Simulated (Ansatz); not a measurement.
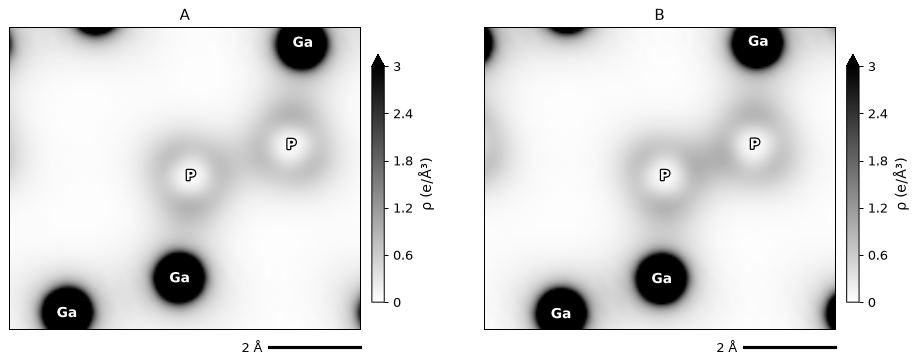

GaP. The valence pseudo-density of two cells that differ in size and shape, on the (101̄) plane of each (indices in the axes of the calculation cell), at one length scale and on one colour scale; one has 17.7 and the other 18.8 Å³ an atom.

Computed with DFT PBE, scalar-relativistic, plane waves, PAW (Ansatz).

The density is the valence pseudo-density of a PAW calculation; it isn't the true density close to the nuclei.

Which panel shows the smaller cell, and what does the compression change?

Panel B is the smaller cell, by 6 % in volume. From the larger cell to the smaller, Ga–P goes from 2.26 to 2.27 Å; P–P goes from 2.32 to 2.10 Å, and the density at its midpoint from 0.63 to 0.92 e/Å³; the pressure goes from 11 to 18 GPa.

PAW datasets: the set soft_1.
